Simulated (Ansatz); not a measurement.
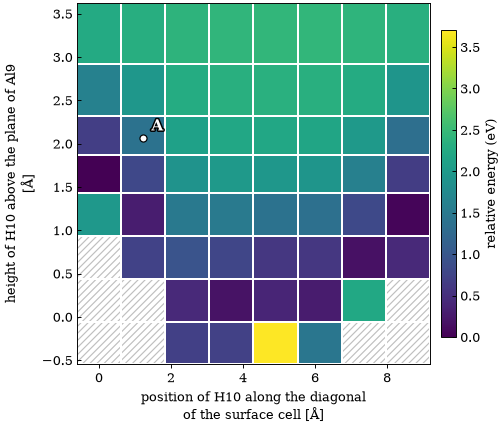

H on an Al(101) slab cut from the P6_3/mmc phase, its upper half relaxed before the scan (9 atoms of substrate and one adsorbate in a 1 × 1 cell). H is moved along a line over the surface and along the normal, above a rigid substrate. The first coordinate is: position of H10 along the diagonal of the surface cell, from above Al9; the second: height of H10 above the plane of Al9. The grid has 8 × 8 points. At 8 points there is no value (left out of the scan, as a rule where atoms come close). Points are written as (first, second). Energies are in eV, from the lowest grid point. The runs have no spin polarisation, so an open-shell adsorbate far from the surface lies too high. Computed with DFT PBE, scalar-relativistic, plane waves, PAW (Ansatz). Settings: cutoff 420 eV, k-mesh 9×3×1, gaussian smearing 0.1 eV, no spin polarisation.

Drawn: one coloured cell a grid point, hatched blanks where no value was computed, the point A.

Which way does the force act at A, and how strong is it?

A, at (1.23 Å, 2.07 Å), is not a stationary point. The computed force is 0.89 eV for each Å towards smaller values of the first coordinate and 1.4 eV for each Å towards smaller values of the second coordinate.
